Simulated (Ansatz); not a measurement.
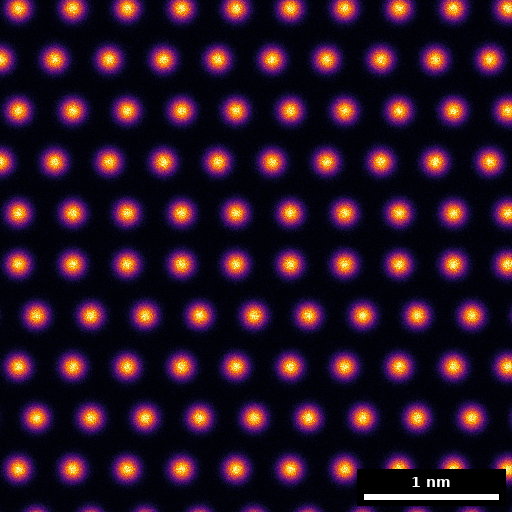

Z-contrast image of K (P6_3/mmc, No. 194) along [100]. The image is simulated as a sum over atoms of Z^1.7, blurred by a 1.30 Å probe (no channelling). Shot noise was added.

One planar defect was built into the perfect crystal by geometry alone, without relaxation. Host structure: a calculation's starting geometry; the starting structure was generated, so it need not be a known form of this composition.

### Where does the periodic pattern break, and how?

A planar fault (a stacking fault) runs horizontally about 18 Å below the top edge. The part above it is shifted along the boundary by 2/3 of the 4.08 Å repeat of the rows (2.7 Å to the right, the same as 1.4 Å to the left); both parts keep the same orientation.
